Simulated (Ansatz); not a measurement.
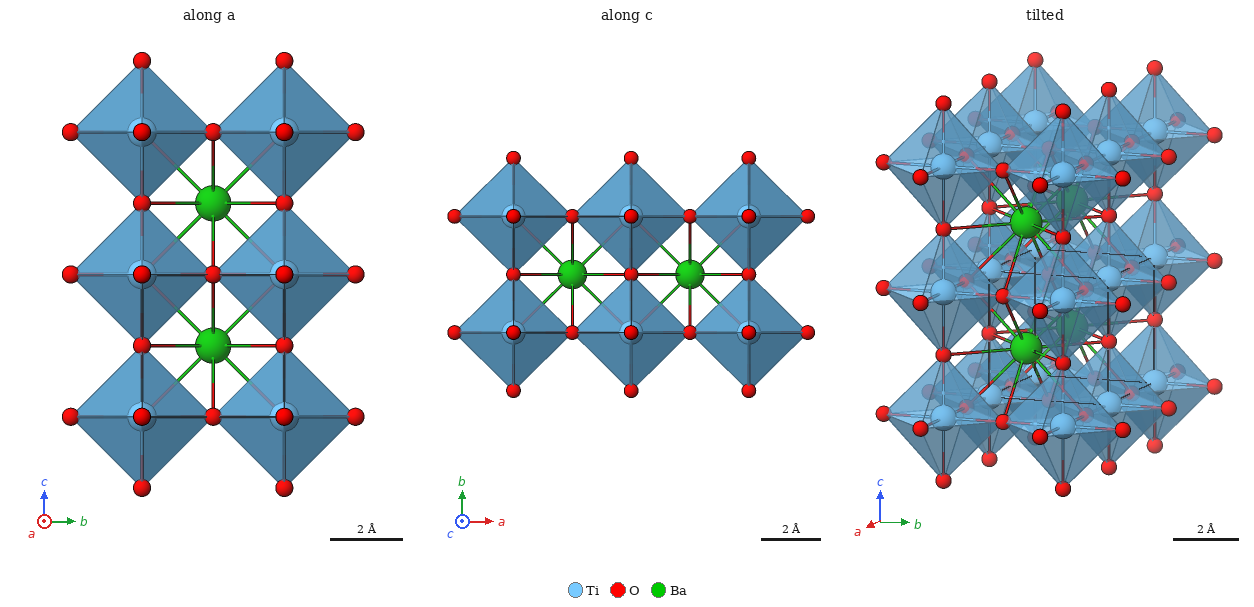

Drawn in the polyhedral manner and seen along the a axis, along the c axis and slightly off an axis. The structure is repeated 2×1×2 times; solid lines mark one unit cell. Some atoms of the next cells are drawn as well. Cell: a = 4.010 Å, b = 3.960 Å, c = 3.960 Å, α = 90.00°, β = 90.00°, γ = 90.00°.

Explain the picture.

- The material is BaTiO3.
- Strictly the space group is P4/mmm (No. 123, within 0.01 Å). It is a distorted form of a primitive cubic structure, space group Pm-3m (No. 221) within 0.25 Å: cubic perovskite.
- It has 5 atoms to the cell (1 Ba, 1 Ti, 3 O).
- The polyhedra are TiO6 octahedra; they share corners.
- The coordination shell of Ti holds six O in an octahedral arrangement at about 2.0 Å. Each O has four Ba and two Ti in a distorted octahedral arrangement (about 2.8 Å to Ba, 2.0 Å to Ti). Ba sits among twelve O in a cuboctahedral arrangement at about 2.8 Å.
- The bonds build a three-dimensional framework.

Origin of the cell: a structure listed in the Materials Project. The cell was then strained or its atoms displaced on purpose. It was run through Ansatz as a DFT input.
